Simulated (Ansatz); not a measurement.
Run report: Ge, band-structure calculation

The run: band-structure calculation of Ge (P6₃/mmc, 4 atoms in the cell). Method and program: DFT, PBE, plane waves, PAW, no spin polarisation (Ansatz 0.2.0).

The structure was built on a prototype by a generator. The geometry comes from this level: r2SCAN. Figures and captions count atoms from 1; the log counts them from 0 in places.

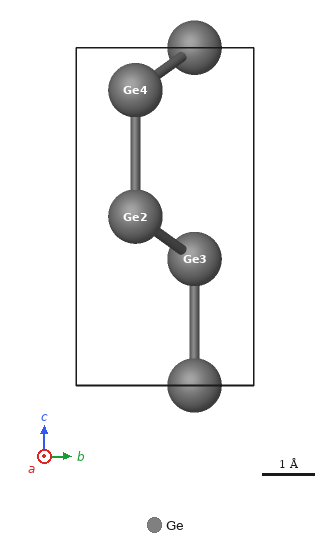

Figure 1. The input geometry (ball-and-stick view of the cell of the calculation, along the a axis; atoms are numbered from 1 in the order of the input). Near neighbours in the crystal (not all of them lie inside the picture): Ge has 4 Ge at 2.45 to 2.47 Å.

**The input**
```yaml
crystal:
  lattice:
    - [3.9976142537, 0.0, 0.0]
    - [-1.9988071268, 3.4620354983, 0.0]
    - [0.0, 0.0, 6.5928200248]
  atoms:
    - { symbol: Ge, position: [0.3333333333, 0.6666666667, 0.0003696474] }
    - { symbol: Ge, position: [0.6666666667, 0.3333333333, 0.5003696474] }
    - { symbol: Ge, position: [0.3333333333, 0.6666666667, 0.3746303526] }
    - { symbol: Ge, position: [0.6666666667, 0.3333333333, 0.8746303526] }
kpoints:
  mp_grid: { grid: [12, 12, 4] }
  band_path:
    path:
      - [[0.0, 0.0, 0.0], [0.5, -3.681497798818e-17, 0.0], [0.3333333333333, 0.3333333333333, 0.0], [0.0, 0.0, 0.0], [0.0, 0.0, 0.5], [0.5, -3.681497798818e-17, 0.5], [0.3333333333333, 0.3333333333333, 0.5], [0.0, 0.0, 0.5]]
      - [[0.5, -3.681497798818e-17, 0.5], [0.5, -3.681497798818e-17, 0.0]]
      - [[0.3333333333333, 0.3333333333333, 0.5], [0.3333333333333, 0.3333333333333, 0.0]]
    npoints: 10
hamiltonian:
  xc: pbe
scf:
  occupations: { method: fermi_dirac, width: 0.02 }
  n_extra_bands: 5
output:
  forces: true
  stress: true
  eigenvalues: true
```

Launched with:
```bash
ansatz run input.yaml --threads 4 --pin off --max-ram 7372MiB --backend cpu --events-out ev --progress --plain --runs-dir out
```

**Log**
```
scf.n_extra_bands = 5 over 28 filled bands (N_el = 56.0): the run solves 33 bands
Engine: ansatz 0.2.0, x86_64-unknown-linux-gnu
Pseudopotentials: kind: paw
Pseudopotential: Ge, paw, valence charge 14, recommended cutoff 420 eV (normal), Ge.paw.azcp
Functional definition: PBE
  parameter kappa = 0.804
  parameter beta = 0.06672455060314922
  exchange = pbe_x(kappa = kappa, mu = beta*pi^2/3)
  correlation = pbe_c(beta = beta)
Crystal: 4 atoms, lattice volume = 91.244 Å³
Basis set: ecut = 420 eV, 1763 PW (Γ), exchange–correlation on 54×54×90 points (8 copies of the dense FFT grid, shifted against one another)
Bands: 33, of which v1, the nominal top of the filled ones, is band 28 counted from 1 (27 counted from 0)
Symmetry: 24 space group operations
Space group: P63/mmc (ITA 194), of the structure as read, at distance tolerance 4.5e-5 Å
k-points: 57 of 576
Non-local potential: Ge, projectors of the file, l = 0: 2, l = 1: 2, l = 2: 3, l = 3: 1
PAW form: soft (Blöchl's): semilocal exchange-correlation on the pseudo side does not see the compensation charge
PAW one-centre angular grid: Ge, 590 points (default); XC on 64 Gauss nodes
Initial density: superposition of atomic densities (neutral atoms: chi_scale 0, normalization atom), corrected by the library's trained network
Initial wavefunctions: pseudopotential atomic-orbital guess
Functional: x = pbe(κ = 0.804, μ = 0.2195149727645171), c = pbe(β = 0.06672455060314922)
SCF iter   1: F=—  HF=-17179.829761 eV  |F-HF|=—  |Δ(HF+E_count)|=         —  Δρ=1.23e-3  dr2=1.55e-3  ethr=1.77e-3  ⟨swp⟩=6.4  Hψ=6941  notcnv=0
preconditioner: auto → Resta (q_TF=auto, 2.515 Å⁻¹)  ε∞=2.7  [insulator: Δε(μ)=0.104 eV  Ē_g=22.175 eV  σ=0.020 eV  W_gap=0.84  n_scr=22 (ndim 8)  ℏωp=29.1 eV  f_vac=0.072  D(μ)=0.05/eV (n_scr^D=0)  ε∞_Penn≈2.7]
SCF iter   2: F=—  HF=-17179.828303 eV  |F-HF|=—  |Δ(HF+E_count)|=   1.46e-3  Δρ=8.73e-4  dr2=5.50e-4  ethr=2.77e-6  ⟨swp⟩=2.0  Hψ=3945  notcnv=0  defer=3
SCF iter   3: F=—  HF=-17179.828178 eV  |F-HF|=—  |Δ(HF+E_count)|=   1.26e-4  Δρ=3.96e-4  dr2=1.54e-4  ethr=9.82e-7  ⟨swp⟩=2.0  Hψ=3359  notcnv=0  defer=5
SCF iter   4: F=—  HF=-17179.828238 eV  |F-HF|=—  |Δ(HF+E_count)|=   5.98e-5  Δρ=1.83e-4  dr2=3.82e-5  ethr=2.75e-7  ⟨swp⟩=2.0  Hψ=2285  notcnv=0  defer=5
SCF iter   5: F=—  HF=-17179.828126 eV  |F-HF|=—  |Δ(HF+E_count)|=   1.12e-4  Δρ=8.34e-5  dr2=4.95e-6  ethr=6.83e-8  ⟨swp⟩=2.0  Hψ=2288  notcnv=0  defer=5
SCF iter   6: F=-17179.828125 eV  HF=-17179.828125 eV  |F-HF|=3.21e-8  |Δ(HF+E_count)|=   1.03e-6  Δρ=7.75e-6  dr2=4.79e-8  ethr=1.79e-10  ⟨swp⟩=5.8  Hψ=9458  notcnv=0
SCF 1 converged in 6 iterations: F = -17179.828125 eV  dr2 = 4.79e-8
  greatest PAW one-centre occupation: 0.998 electrons in one spin orbital (limit 2), on the Ge atom at site 3 (counted from 0), in its partial waves of l = 2
```

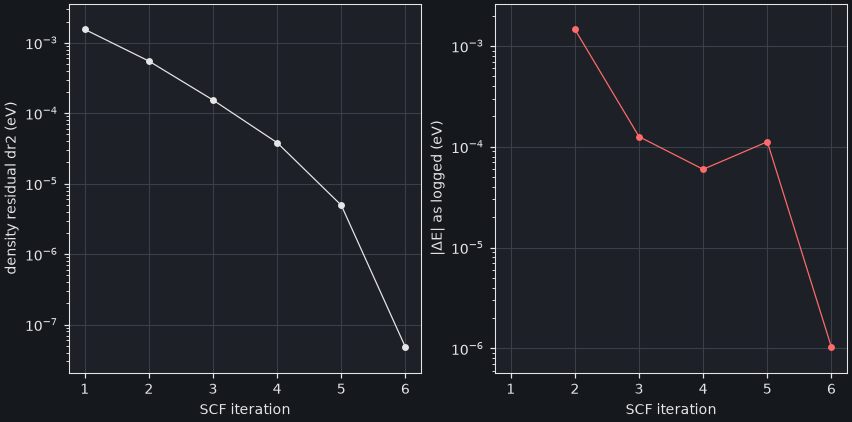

Figure 2. Convergence of the self-consistent field: density residual dr2 and size of the energy change against the SCF iteration. The residual falls at every step.

```
NSCF: frozen V_eff on 93 k-points
SCF converged after 6 iterations
Free energy (F): -17179.828125 eV
Harris-Foulkes:  -17179.828125 eV  (|F-HF|=3.21e-8)
Internal energy: -17179.828039 eV  (E = F + TS)
E sigma→0 (E₀):  -17179.828082 eV
Entropy (-TS):   -0.000086 eV (-0.021 meV/atom)
Fermi energy:    8.578409 eV
--- Per-component energies (eV) ---
  E_band       = -601.771594
  E_kinetic    = 446.015916
  E_local      = -9917.968391  (includes V_loc(G=0)·N_el)
  E_nonlocal   = 1674.311338
  E_hartree    = 4353.250911
  E_xc         = -302.349071
  E_vxc        = -258.545696  (∫ρ·V_xc dr)
  E_paw        = -8079.664202  (= ΣΔE_a)
  E_vpaw       = -1252.080749  (= ΣTr[D̂ρ^β])
  E_aug_tail   = 0.001425  (compensation charges beyond the density's cutoff)
  E_ewald      = -5353.425964
  E_smearing   = -0.000086  (= −TS)
  E_closure    = 0.000000  (closes the sum)
  Σ components = -17179.828125   (vs F -17179.828125, Δ=0.00e0)
--- Forces (eV/Å), atoms counted from 1 ---
  atom   1  Ge     0.00000000    -0.00000000     0.01015530
  atom   2  Ge    -0.00000000     0.00000000     0.01015530
  atom   3  Ge     0.00000000    -0.00000000    -0.01015530
  atom   4  Ge    -0.00000000     0.00000000    -0.01015530
  max |Σ_I F_I| component: 1.06e-16 eV/Å
--- Stress (GPa, compression-positive) ---
        2.968538       0.000000       0.000000
       -0.000000       2.968538      -0.000000
        0.000000      -0.000000       3.033613
  P = ⅓ Tr σ = 2.9902 GPa (29.902 kbar)
--- Band table (eV; the first three rows and the last of 57) ---
  k-point 0: bands = ["-16.3535", "-16.3535", "-16.3160", "-16.3151", "-16.3151", "-16.3026", "-16.2904", "-16.2904", "-16.2379", "-16.2379", "-16.1140", "-16.1140", "-16.1000", "-16.0838", "-16.0806", "-16.0806", "-16.0624", "-16.0624", "-16.0326", "-16.0326", "-4.2527", "-2.2058", "0.9171", "7.0428", "7.0428", "8.3727", "8.4415", "8.5322", "8.6461", "8.6461", "10.7872", "10.7872", "11.2858"]
  k-point 1: bands = ["-16.3493", "-16.3493", "-16.3239", "-16.3239", "-16.3134", "-16.3039", "-16.2806", "-16.2806", "-16.2456", "-16.2456", "-16.1083", "-16.1083", "-16.0983", "-16.0868", "-16.0854", "-16.0854", "-16.0571", "-16.0571", "-16.0365", "-16.0365", "-4.0651", "-2.7281", "1.8187", "6.0348", "7.2076", "7.2076", "8.2860", "8.2860", "8.6424", "9.8354", "11.1548", "11.1548", "11.7994"]
  k-point 2: bands = ["-16.3381", "-16.3381", "-16.3381", "-16.3381", "-16.3080", "-16.3080", "-16.2628", "-16.2628", "-16.2628", "-16.2628", "-16.0963", "-16.0963", "-16.0963", "-16.0963", "-16.0932", "-16.0932", "-16.0462", "-16.0462", "-16.0462", "-16.0462", "-3.5213", "-3.5213", "3.7256", "3.7256", "7.6681", "7.6681", "7.6681", "7.6681", "9.2143", "9.2143", "11.8921", "11.8921", "11.8921"]
  k-point 56: bands = ["-16.3693", "-16.3693", "-16.3466", "-16.3466", "-16.2806", "-16.2806", "-16.2165", "-16.2165", "-16.1923", "-16.1923", "-16.1754", "-16.1754", "-16.1399", "-16.1399", "-16.1090", "-16.1090", "-16.0353", "-16.0353", "-16.0100", "-16.0100", "-1.1519", "-1.1519", "0.3694", "0.3694", "4.2510", "4.2510", "6.5087", "6.5087", "9.7891", "9.7891", "12.6674", "12.6674", "14.3149"]
```

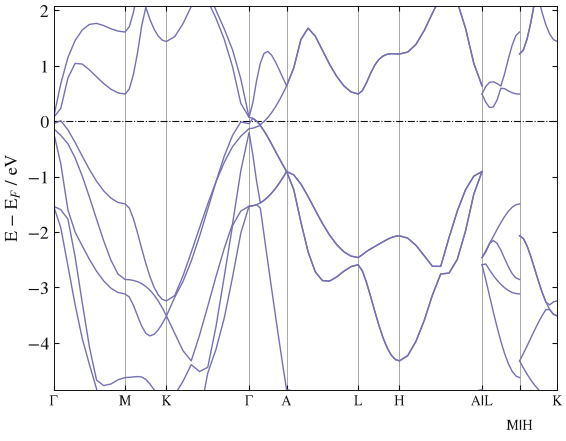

Figure 3. Band structure along Γ–M–K–Γ–A–L–H–A|L–M|H–K, with energies from the Fermi level.

**Key numbers**

| quantity | value |
| --- | --- |
| outcome | converged |
| space group (tolerance 0.01 Å) | P6₃/mmc (194) |
| electrons treated | 56 |
| free energy | −17179.8281 eV |
| Fermi energy | 8.578 eV |
| band gap | none (metallic) |
| pressure | 2.99 GPa |
| largest force (length of the vector) | 0.010 eV/Å |
| hardware | 4 threads of Intel Xeon @ 2.50GHz (Skylake/Cascade Lake), 64 GiB of memory available, shared host |
| wall time | 3.6 s (CPU time 13 s) |
| peak memory | 0.51 GiB |
